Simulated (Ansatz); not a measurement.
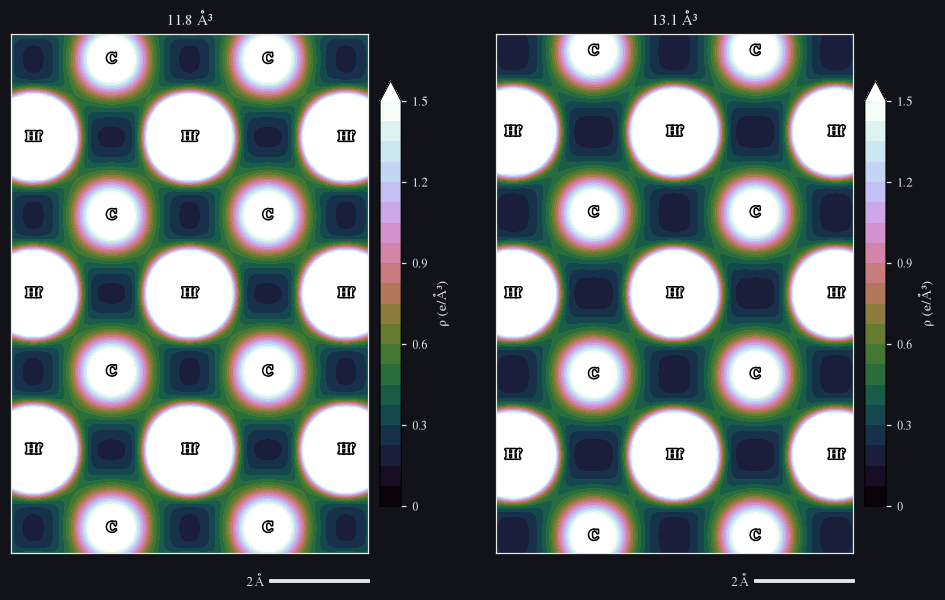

HfC. The valence pseudo-density of cells scaled evenly to different volumes (given per atom above each panel), on the (011) plane of each (indices in the axes of the cell below), at one length scale and on one colour scale.

Theory: Ansatz 0.2.0, Kohn-Sham DFT of a periodic cell, PBE, Ansatz PAW.

The largest cell:

```cif
data_structure
_symmetry_space_group_name_H-M 'P 1'
_symmetry_Int_Tables_number 1
_cell_length_a 3.3313
_cell_length_b 3.3313
_cell_length_c 3.3313
_cell_angle_alpha 60.000
_cell_angle_beta 60.000
_cell_angle_gamma 60.000
_cell_volume 26.14
loop_
_atom_site_label
_atom_site_type_symbol
_atom_site_fract_x
_atom_site_fract_y
_atom_site_fract_z
_atom_site_occupancy
Hf1 Hf 0.50000 0.50000 0.50000 1
C1 C 0.00000 0.00000 0.00000 1
```

| volume (Å³/atom) | Hf–C contact in the plane (Å) | ρ at its midpoint (e/Å³) | pressure (GPa) | 
| --- | --- | --- | --- |
| 11.81 | 2.278 | 0.545 | 16.6 | 
| 12.07 | 2.294 | ? | ? | 
| 13.07 | 2.356 | 0.464 | −8.3 | 

What values belong in the row with question marks?

Over the known rows ln ρ falls by 2.06 per Å of Hf–C distance (the line through the two), which gives 0.527 e/Å³ at 2.294 Å; the calculation gives 0.527 e/Å³. For the pressure, a straight line in volume between the neighbouring rows gives 11.5 GPa; the calculation gives 10.6, lower because pressure rises ever faster on compression.
